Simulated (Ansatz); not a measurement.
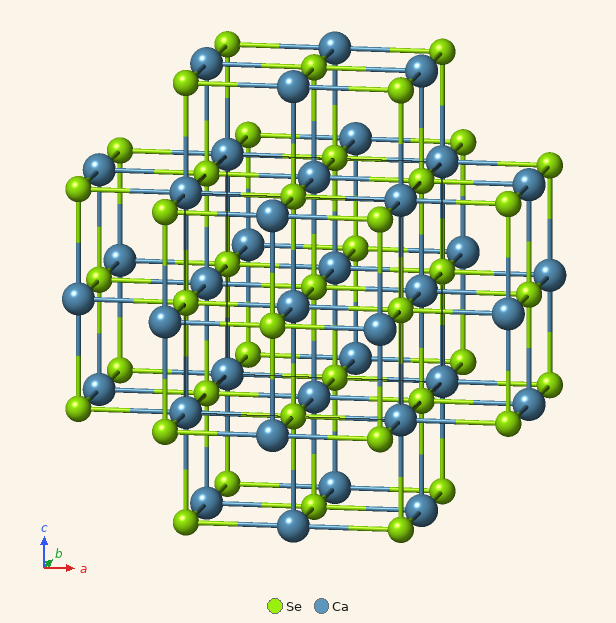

The crystal in a ball-and-stick representation, seen slightly off an axis. The drawn cell (a repeat of the simulation cell) is outlined; an atom on or near a face, edge or corner is repeated at each equivalent position. Atoms outside the box are added where they are bonded to one inside.

CaSe, a = 5.846 Å, b = 5.846 Å, c = 5.965 Å, α = 90.00°, β = 90.00°, γ = 90.00°. Strictly the space group is I4/mmm (No. 139, within 0.01 Å). It is a distorted form of a face-centred cubic structure, space group Fm-3m (No. 225) within 0.25 Å: rock salt (NaCl type). Starting structure: a structure type filled with these elements by a generator (whether the compound takes this form wasn't checked). The cell was then strained or its atoms displaced on purpose. An electronic-structure calculation with Ansatz was run on it.

This one geometry was computed with Ansatz (DFT, plane waves, PAW) at three levels of theory: r2SCAN, HSE06 and PBE. It was relaxed with r2SCAN and then strained.

Q: How does the band gap change with the level of theory?

A: PBE: a gap of 1.99 eV, indirect; r2SCAN: a gap of 2.45 eV, indirect; HSE06: a gap of 2.93 eV, indirect.

Q: Collect the results in a table.

A:
| level | cutoff (eV) | k-mesh of the run's cell | gap (eV) | pressure (GPa) |
| --- | --- | --- | --- | --- |
| r2SCAN | 500 | 8×8×8 | 2.45 | 1.4 |
| HSE06 | 420 | 6×6×6 | 2.93 | 1.6 |
| PBE | 420 | 8×8×8 | 1.99 | 1.9 |

Gaps are taken on the k-mesh or band path of each run.
